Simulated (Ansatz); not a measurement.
# H$_{11}$NO$_{4}$: molecular dynamics (part 2 of 2)

Continued. System: H$_{11}$NO$_{4}$ (disordered cell, 16 atoms in the cell). Method: DFT PBE, scalar-relativistic, plane waves, PAW, no spin polarisation (Ansatz 0.2.0); cutoff 420 eV, 1×1×1 k-mesh, Fermi–Dirac smearing of 0.05 eV. It belongs to a series of runs on one base structure; here: dynamics from the last frame of the run before.

Geometry of the input (Å; fractional positions):
```
5.2305  0.0000  0.0000
0.0000  5.2305  0.0000
0.0000  0.0000  5.2305
O  0.6831  0.8432  0.4856
H  0.8000  0.7796  0.3592
H  0.5028  0.7791  0.4253
O  0.9089  0.6135  0.9616
H  0.8788  0.7023  0.8064
H  0.7874  0.4660  0.9875
O  0.2436  0.6176  0.3848
H  0.1281  0.6152  0.2352
H  0.2052  0.4677  0.4764
O  0.5569  0.2173  0.1030
H  0.4378  0.3098  0.2019
H  0.6329  0.0882  0.2207
N  0.0634  0.2236  0.5886
H  0.1095  0.0371  0.5250
H  0.1536  0.2612  0.7606
H  -0.1372  0.2131  0.6051
```

**The program's output, continued**
```
md step    59: t =    44.25 fs  T =   575.2 K  F+E_penalty+E_count = -2830.76174712 eV  E_kin = 1.115298 eV  conserved = -2829.64671281 eV  (5 SCF iters)
md step    60: t =    45.00 fs  T =   569.0 K  F+E_penalty+E_count = -2830.74826304 eV  E_kin = 1.103254 eV  conserved = -2829.64531929 eV  (8 SCF iters)
md step    61: t =    45.75 fs  T =   561.5 K  F+E_penalty+E_count = -2830.73237954 eV  E_kin = 1.088767 eV  conserved = -2829.64396441 eV  (6 SCF iters)
md step    62: t =    46.50 fs  T =   561.3 K  F+E_penalty+E_count = -2830.73310265 eV  E_kin = 1.088388 eV  conserved = -2829.64510416 eV  (5 SCF iters)
md step    63: t =    47.25 fs  T =   561.5 K  F+E_penalty+E_count = -2830.73537759 eV  E_kin = 1.088651 eV  conserved = -2829.64715062 eV  (5 SCF iters)
md step    64: t =    48.00 fs  T =   549.8 K  F+E_penalty+E_count = -2830.71209183 eV  E_kin = 1.065977 eV  conserved = -2829.64656868 eV  (5 SCF iters)
md step    65: t =    48.75 fs  T =   530.2 K  F+E_penalty+E_count = -2830.67140884 eV  E_kin = 1.028030 eV  conserved = -2829.64385897 eV  (5 SCF iters)
md step    66: t =    49.50 fs  T =   520.2 K  F+E_penalty+E_count = -2830.65069169 eV  E_kin = 1.008661 eV  conserved = -2829.64253477 eV  (6 SCF iters)
md step    67: t =    50.25 fs  T =   528.2 K  F+E_penalty+E_count = -2830.66770390 eV  E_kin = 1.024128 eV  conserved = -2829.64410174 eV  (6 SCF iters)
SCF 400 converged in 5 iterations: F = -2830.365655 eV  dr2 = 1.29e-8
md step   399: t =   299.25 fs  T =   427.1 K  F+E_penalty+E_count = -2830.36565490 eV  E_kin = 0.828043 eV  conserved = -2829.64270267 eV  (5 SCF iters)
iter 1 solved again at ethr=3.99e-5 eV; its pass at ethr=3.10e-3 eV (dr2=1.60e-2 eV) is discarded
SCF iter   1: F=—  HF=-2830.371208 eV  |F-HF|=—  |Δ(HF+E_count)|=         —  Δρ=4.99e-3  dr2=1.68e-2  ethr=3.99e-5  ⟨swp⟩=3.0  Hψ=186  notcnv=0
preconditioner: auto → Resta (q_TF=auto, 2.206 Å⁻¹)  ε∞=2.2  [insulator: Δε(μ)=4.306 eV  Ē_g=17.659 eV  σ=0.050 eV  W_gap=1.00  n_scr=26 (ndim 8)  ℏωp=19.6 eV  f_vac=0.223  D(μ)=0.00/eV (n_scr^D=0)  ε∞_Penn≈2.2]
SCF iter   2: F=—  HF=-2830.369104 eV  |F-HF|=—  |Δ(HF+E_count)|=   2.10e-3  Δρ=2.19e-3  dr2=2.39e-3  ethr=3.99e-5  ⟨swp⟩=2.0  Hψ=68  notcnv=0
SCF iter   3: F=—  HF=-2830.369310 eV  |F-HF|=—  |Δ(HF+E_count)|=   2.06e-4  Δρ=9.48e-4  dr2=5.15e-4  ethr=5.96e-6  ⟨swp⟩=2.0  Hψ=51  notcnv=0
SCF iter   4: F=—  HF=-2830.369427 eV  |F-HF|=—  |Δ(HF+E_count)|=   1.17e-4  Δρ=1.64e-4  dr2=3.24e-5  ethr=1.29e-6  ⟨swp⟩=2.0  Hψ=56  notcnv=0
SCF iter   5: F=—  HF=-2830.369474 eV  |F-HF|=—  |Δ(HF+E_count)|=   4.66e-5  Δρ=7.44e-5  dr2=6.87e-6  ethr=8.11e-8  ⟨swp⟩=2.0  Hψ=53  notcnv=0
SCF iter   6: F=—  HF=-2830.369466 eV  |F-HF|=—  |Δ(HF+E_count)|=   7.48e-6  Δρ=2.39e-5  dr2=7.93e-7  ethr=1.72e-8  ⟨swp⟩=3.0  Hψ=59  notcnv=0
SCF iter   7: F=—  HF=-2830.369467 eV  |F-HF|=—  |Δ(HF+E_count)|=   1.23e-7  Δρ=8.86e-6  dr2=9.59e-8  ethr=1.98e-9  ⟨swp⟩=2.0  Hψ=51  notcnv=0
SCF iter   8: F=-2830.369467 eV  HF=-2830.369467 eV  |F-HF|=3.54e-10  |Δ(HF+E_count)|=   6.49e-9  Δρ=1.45e-6  dr2=2.72e-9  ethr=4.00e-11  ⟨swp⟩=5.0  Hψ=106  notcnv=0
SCF 401 converged in 8 iterations: F = -2830.369467 eV  dr2 = 2.72e-9
md step   400: t =   300.00 fs  T =   430.7 K  F+E_penalty+E_count = -2830.36946659 eV  E_kin = 0.835073 eV  conserved = -2829.64045029 eV  (8 SCF iters)
```

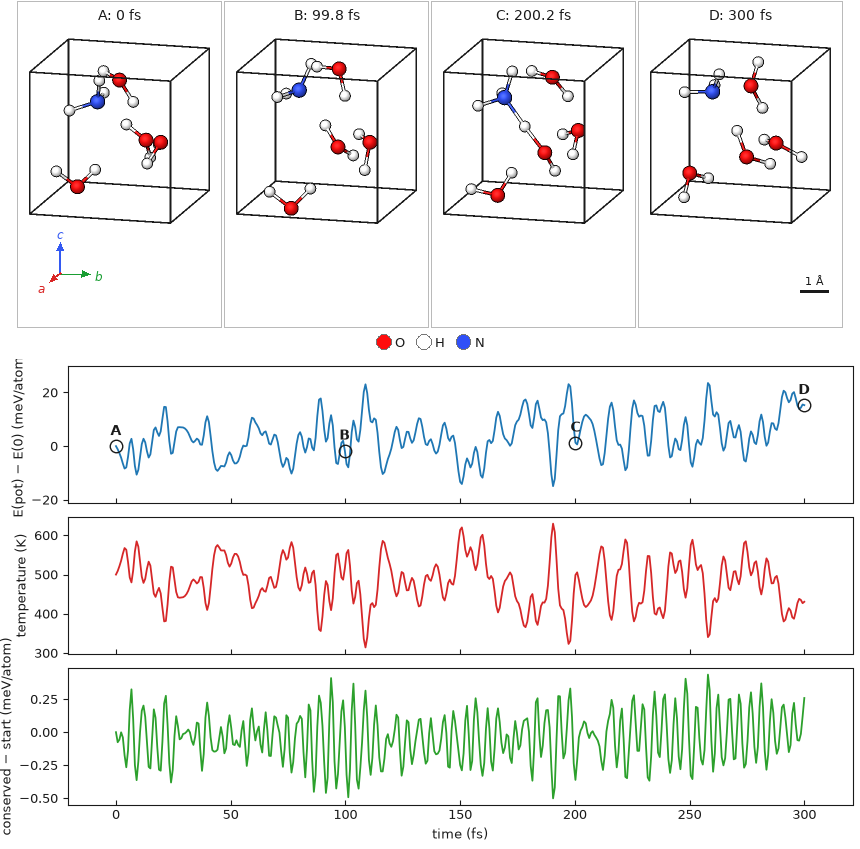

**Figure 1.** Frames of the molecular dynamics (ball-and-stick, simulation cell, seen slightly off an axis) above the curves, on which the letters mark them. The trajectory kept here has 401 frames over 300 fs. The temperature starts at 500 K, ranges from 314 to 630 K and averages 475 K over the second half. The potential energy ends 15.3 meV/atom above its first value. The conserved quantity stays within 0.94 meV/atom. With the common drift removed, the root-mean-square displacement is 1.01 Å, and H16 has moved furthest (1.92 Å).

```
SCF converged after 8 iterations
Free energy (F): -2830.369467 eV
Harris-Foulkes:  -2830.369467 eV  (|F-HF|=3.54e-10)
Internal energy: -2830.369467 eV  (E = F + TS)
E sigma→0 (E₀):  -2830.369467 eV
Fermi energy:    0.208073 eV
--- Per-component energies (eV) ---
  E_band       = -354.009713
  E_kinetic    = 984.813263
  E_local      = -2861.721281  (includes V_loc(G=0)·N_el)
  E_nonlocal   = 257.075781
  E_hartree    = 1007.144986
  E_xc         = -450.539440
  E_vxc        = -575.660557  (∫ρ·V_xc dr)
  E_paw        = -768.559912  (= ΣΔE_a)
  E_vpaw       = -172.803485  (= ΣTr[D̂ρ^β])
  E_aug_tail   = -0.003098  (compensation charges beyond the density's cutoff)
  E_ewald      = -998.579765
  E_smearing   = -0.000000  (= −TS)
  E_closure    = -0.000000  (closes the sum)
  Σ components = -2830.369467   (vs F -2830.369467, Δ=0.00e0)
--- Forces (eV/Å), atoms counted from 1 ---
  atom   1  O      0.54207876     0.84035790     0.67455722
  atom   2  H      0.30619125    -1.23181861     0.25996941
  atom   3  H     -0.76250776    -0.28000500    -0.59119218
  atom   4  O     -0.21398742     0.21798242    -0.65821709
  atom   5  H      0.36558171    -0.41708522     1.23840136
  atom   6  H      0.10380682     0.08706022    -0.34348598
  atom   7  O     -2.03923463     1.11354077     0.32477845
  atom   8  H      1.26003294    -1.75980782     0.56462498
  atom   9  H      0.20378290     0.11161710    -0.98513866
  atom  10  O      0.30084636     0.70821808    -1.56504997
  atom  11  H      0.29244072     0.23340048     0.48315659
  atom  12  H     -0.53098579    -0.03916019     0.73556592
  atom  13  N     -0.26651761    -1.55017395    -2.65797614
  atom  14  H      0.53085632     0.66834818     0.58207649
  atom  15  H     -0.05957425    -0.52948419    -0.68128532
  atom  16  H     -0.03282290     1.82701002     2.61917810
  max |Σ_I F_I| component: 3.68e-5 eV/Å
--- MD trajectory: 400 steps, t = 0.0 → 300.0 fs ---
  final state: T = 430.7 K   F+E_penalty+E_count = -2830.36946659 eV   E_kin = 0.835073 eV
  conserved energy: peak-to-peak 1.501e-2 eV (9.378e-4 eV/atom) over 300.0 fs
```

**Trajectory as extended XYZ (Å, eV, eV/Å), 6 of the 401 frames kept, from step=0 to step=400**
```
16
Lattice="5.2305 0.0000 0.0000 0.0000 5.2305 0.0000 0.0000 0.0000 5.2305" Properties=species:S:1:pos:R:3:forces:R:3 step=0 time_fs=0.0 energy=-2830.61404 temperature=500.0
O     3.5730    4.4103    2.5400   -1.8617   0.2905  -0.1769
H     4.1842    4.0779    1.8786    0.3727  -0.4926  -0.6144
H     2.6299    4.0751    2.2244    1.4339   0.0335   0.7069
O     4.7542    3.2088    5.0298    0.1301  -1.2720   2.0473
H     4.5965    3.6734    4.2177   -0.7088   0.3803  -1.1311
H     4.1187    2.4376    5.1650    0.2692   0.8120  -0.3605
O     1.2742    3.2304    2.0126    0.9471   3.2463  -2.4456
H     0.6699    3.2178    1.2300    0.3017   0.0589  -0.0826
H     1.0734    2.4463    2.4919   -1.2204  -2.5028   1.3368
O     2.9131    1.1366    0.5390    1.5297  -1.0125  -0.8674
H     2.2899    1.6202    1.0559   -0.9382   0.9086   0.9655
H     3.3103    0.4614    1.1544   -0.4636   0.5013  -0.2106
N     0.3315    1.1697    3.0785   -0.5881  -1.8230   0.1378
H     0.5728    0.1941    2.7463    0.0556   1.2388   0.7501
H     0.8033    1.3663    3.9784   -0.7409  -0.5718  -0.3521
H    -0.7174    1.1144    3.1653    1.4817   0.2043   0.2968
16
Lattice="5.2305 0.0000 0.0000 0.0000 5.2305 0.0000 0.0000 0.0000 5.2305" Properties=species:S:1:pos:R:3:forces:R:3 step=80 time_fs=60.0 energy=-2830.44947 temperature=415.8
O     3.7057    4.4414    2.4647    1.4636   0.8564   0.0262
H     4.1283    4.1878    1.6098    0.3002   0.0457   0.2031
H     2.9427    3.8756    2.4269   -1.7073  -0.7610   0.0259
O     4.5483    3.2834    5.3208    0.0867   0.6249  -0.7322
H     4.4922    3.6869    4.4090   -0.2393  -0.4302   0.6335
H     3.7925    2.6321    5.3728    0.3425  -0.1041  -0.6067
O     1.5568    2.8455    1.8485    0.2715  -0.1251   0.3381
H     1.1176    2.9134    0.9755   -0.4659   0.1210   0.7084
H     1.0891    2.0931    2.4720    0.1524   0.2673  -0.4902
O     2.6434    1.3529    0.1133    0.8279  -0.3698  -1.0331
H     2.5381    1.8129    0.9613   -0.8564   0.3324   1.1796
H     3.1219    0.5478    0.3498    0.0869  -0.3459  -0.0324
N     0.4030    1.2267    3.4748   -1.3159  -1.5507   0.7556
H     0.3880    0.1506    3.5965    1.1386   2.1284   0.2273
H     0.4766    1.7801    4.3924   -0.3052  -1.5347  -1.4427
H    -0.5898    1.2106    3.1731    0.2199   0.8455   0.2395
16
Lattice="5.2305 0.0000 0.0000 0.0000 5.2305 0.0000 0.0000 0.0000 5.2305" Properties=species:S:1:pos:R:3:forces:R:3 step=160 time_fs=120.0 energy=-2830.62910 temperature=509.6
O     3.4836    4.5465    2.7412    0.0176  -1.3537  -1.5591
H     3.8840    4.2801    1.8218   -1.0743   0.4099   1.6186
H     2.7694    3.8470    2.8636    0.7082   0.7134  -0.5965
O     4.4026    3.6329    5.3334   -0.5374  -1.1702   0.5717
H     4.5290    3.9771    4.4402   -0.0278   0.1577  -0.4604
H     3.8374    2.7720    5.1896    0.8104   0.9322   0.1715
O     1.4556    2.7259    1.7218   -1.2753  -1.5263   1.3101
H     0.6833    3.2243    1.4008    0.1005   0.2436  -0.7474
H     0.9179    2.0047    2.3167    1.5047   0.8785  -0.1109
O     2.9607    1.3810   -0.1918    0.1846  -0.7133   1.4352
H     2.4060    1.6809    0.6020    0.1367  -0.0191  -0.6103
H     3.3631    0.5112    0.1038   -0.4987   0.9921  -0.3686
N     0.5492    0.8828    3.6021    0.6732  -1.9988  -0.5382
H     1.4040    0.3323    3.8952   -0.7160   1.4502  -0.2071
H     0.0586    1.1745    4.4680    0.1890  -0.2942  -0.6993
H     0.0176    0.1016    3.1330   -0.1952   1.2979   0.7908
16
Lattice="5.2305 0.0000 0.0000 0.0000 5.2305 0.0000 0.0000 0.0000 5.2305" Properties=species:S:1:pos:R:3:forces:R:3 step=240 time_fs=180.0 energy=-2830.42214 temperature=410.1
O     2.8744    4.4034    2.8180   -1.8612  -0.2634   1.2811
H     3.5946    4.4674    2.2429    2.1343   0.2710  -1.7464
H     2.2649    3.7604    2.3207    0.5754  -0.4922   0.5492
O     4.6201    3.8197    5.1920   -0.4489  -1.0171   0.2126
H     4.1162    4.0824    4.3866   -0.0117  -0.3227   0.2582
H     4.3095    2.8639    5.3611    0.0173   1.1736  -0.3574
O     1.4198    2.5670    1.6530   -0.3275   2.4090  -1.8882
H     0.7653    3.2584    1.3139    0.4809  -1.5517   0.2113
H     1.0313    1.7598    2.1964   -0.9569   0.3705   0.9066
O     3.2251    1.4143    0.2452   -0.2539   0.3545  -0.6062
H     2.3079    1.6896    0.5311    0.6863   0.5110   0.4083
H     3.3030    0.5157    0.5559    0.2664  -0.7739   0.1401
N     0.7243    0.9323    3.2860    0.7150  -1.7209   0.9139
H     1.2673    1.3260    4.0702    0.2090  -0.0468  -0.5243
H    -0.1700    0.7790    3.7497   -0.3499  -0.2300  -0.4409
H     1.2378    0.0162    3.0785   -0.8746   1.3292   0.6821
16
Lattice="5.2305 0.0000 0.0000 0.0000 5.2305 0.0000 0.0000 0.0000 5.2305" Properties=species:S:1:pos:R:3:forces:R:3 step=320 time_fs=240.0 energy=-2830.49142 temperature=460.8
O     3.1174    4.2072    2.7439    1.4028   1.7133  -1.5028
H     3.6105    4.5882    1.9221   -1.2603  -0.9234   1.7261
H     2.4809    3.5644    2.3701   -0.5490  -0.2637  -0.4239
O     4.3878    3.7741    5.0420   -0.5705   0.3126  -0.3996
H     3.8678    4.0922    4.2335    0.6212  -0.8584   0.4809
H     3.9770    2.8906    5.2809    0.5150   0.6174  -0.3173
O     1.2261    2.7305    1.4475    1.5949  -1.6680   0.8400
H     0.5311    3.3232    1.2261   -1.3197   0.8485  -0.7652
H     0.8592    2.0011    2.0893    0.0919   0.6545   0.1172
O     3.5554    1.3800    0.6266   -0.4813   0.1657   0.2807
H     2.6201    1.6691    0.6516   -0.3239   0.2699   0.3567
H     3.5361    0.5756    0.1010    0.1972  -0.6742  -0.1418
N     0.6184    1.0358    3.4176    1.0702  -1.9854  -2.0793
H    -0.1553    1.2729    3.9885   -0.0127   0.9430   1.6702
H     0.2745    0.1182    3.0889    0.4350   0.2186  -0.2559
H     1.5584    0.7723    3.7921   -1.4107   0.6297   0.4141
16
Lattice="5.2305 0.0000 0.0000 0.0000 5.2305 0.0000 0.0000 0.0000 5.2305" Properties=species:S:1:pos:R:3:forces:R:3 step=400 time_fs=300.0 energy=-2830.36947 temperature=430.7
O     3.3197    4.3161    2.4538    0.5421   0.8404   0.6746
H     3.1413    5.2157    1.9566    0.3062  -1.2318   0.2600
H     2.6026    3.6802    2.3755   -0.7625  -0.2800  -0.5912
O     4.4417    3.6955    4.7794   -0.2140   0.2180  -0.6582
H     3.9998    3.9993    3.8875    0.3656  -0.4171   1.2384
H     3.8016    3.7885    5.5156    0.1038   0.0871  -0.3435
O     1.3609    2.6807    1.3852   -2.0392   1.1135   0.3248
H     0.6807    3.3686    1.0173    1.2600  -1.7598   0.5646
H     0.9027    2.2017    2.2109    0.2038   0.1116  -0.9851
O     3.3988    1.1298    1.1632    0.3008   0.7082  -1.5650
H     2.5905    1.5979    0.8196    0.2924   0.2334   0.4832
H     4.0577    1.1016    0.4229   -0.5310  -0.0392   0.7356
N     0.3775    1.1444    3.4609   -0.2665  -1.5502  -2.6580
H    -0.6313    0.9394    3.4598    0.5309   0.6683   0.5821
H     0.8169    0.2300    3.4903   -0.0596  -0.5295  -0.6813
H     0.8248    1.5155    4.2309   -0.0328   1.8270   2.6192
```

**Results in brief**

- outcome: finished
- mean temperature over the second half: 475 K
- trajectory: 400 steps, 300 fs
- ensemble: nvt_nose_hoover
- temperature in the input: 500.0 K
- time step: 0.75 fs
- electrons treated: 40
- potential energy (free energy of the electrons) (last step): −2830.3695 eV
- Fermi energy (last step): 0.208 eV
- largest force (length of the vector) (last step): 3.194 eV/Å
- hardware: 1 thread of AMD EPYC (Zen 5), 16 GiB of memory available, shared host
- wall time: 95 s
- peak memory: 0.35 GiB

The input asks for low accuracy. The k-point mesh is coarse for a cell of this size, so the results may not be converged. So short a trajectory is not equilibrated.
